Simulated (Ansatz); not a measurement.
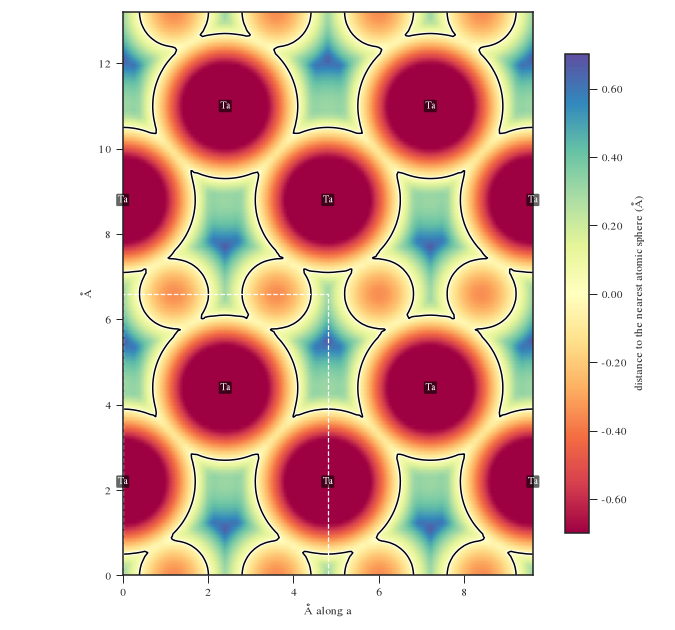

Map of the distance to the nearest atomic sphere in TaSi2 (P6_422, No. 181), computed on the section y = 0.500 (parallel to a and c; the dashed line is one cell). The black line marks the spheres' surfaces; positive values are empty space; unlabelled circles belong to atoms above or below the section.

Atoms are hard spheres with covalent radii (Cordero): Ta 1.70 Å, Si 1.11 Å.

Source of the atomic positions: the geometry relaxed with DFT PBE, scalar-relativistic, plane waves, PAW in Ansatz 0.2.0.

```yaml
crystal:
  lattice:
    - [4.80501, 0.00000, 0.00000]
    - [-2.40251, 4.16126, 0.00000]
    - [0.00000, 0.00000, 6.59864]
  atoms:
    - { symbol: Ta, position: [0.50000, 0.00000, 0.00000] }
    - { symbol: Ta, position: [0.50000, 0.50000, 0.66667] }
    - { symbol: Ta, position: [0.00000, 0.50000, 0.33333] }
    - { symbol: Si, position: [0.15892, 0.31783, 0.00000] }
    - { symbol: Si, position: [0.84108, 0.15892, 0.66667] }
    - { symbol: Si, position: [0.68217, 0.84108, 0.33333] }
    - { symbol: Si, position: [0.84108, 0.68217, 0.00000] }
    - { symbol: Si, position: [0.15892, 0.84108, 0.66667] }
    - { symbol: Si, position: [0.31783, 0.15892, 0.33333] }
```

Question: Where is the largest hole in this section, and how large is it?

Answer: At 0.000, 0.500, 0.833 (fractional), where the distance reaches 0.69 Å; it is enclosed by 4 Si (then 4 Ta) in a distorted tetrahedral arrangement. It is the largest hole of the crystal.

Question: How much of the crystal lies outside the spheres?

Answer: About 28 % of the cell's volume, and 30 % of this section's area.

Question: What can pass through?

Answer: The largest sphere that fits anywhere has a diameter of 1.37 Å; the largest that can travel through the crystal, about 0.6 Å.
